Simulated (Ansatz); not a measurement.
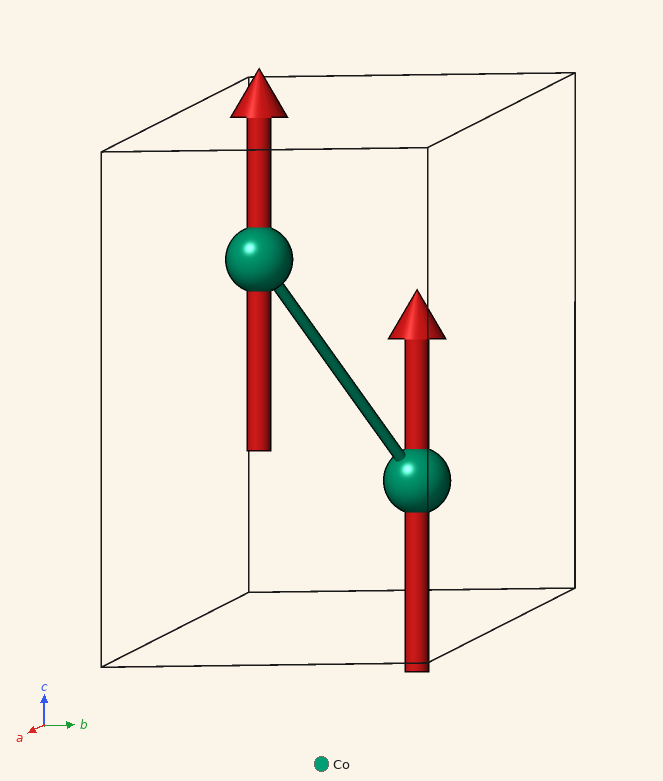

We look at a ball-and-stick model of the crystal slightly off an axis. The edges of the cell (the run's own, in a reduced setting) are marked. Arrows are the site magnetic moments above 0.25 μB; longer means larger, and red and blue are up and down (without spin-orbit coupling the axis itself is arbitrary).

This is the state reached for Co. Setup: Ansatz 0.2.0, DFT PBEsol, scalar-relativistic, plane waves, PAW; wavefunction cutoff 420 eV, k-points about 0.13 Å⁻¹ apart, Gaussian smearing of 0.15 eV, collinear spins.

**Name the magnetic order and give the moments.**

Ferromagnetic (within this cell). Site moments: 2 Co +1.7 μB. The net spin moment of the whole cell is 3.2 μB.

The initial geometry was a structure listed in the Materials Project. The cell was then strained or its atoms displaced on purpose. It was run through Ansatz as a DFT input.

At this level of theory the cell isn't at rest (stretched, at -11 GPa), so its distances can differ from those at equilibrium, the more so the softer the solid, and its magnetic state may change on relaxation.
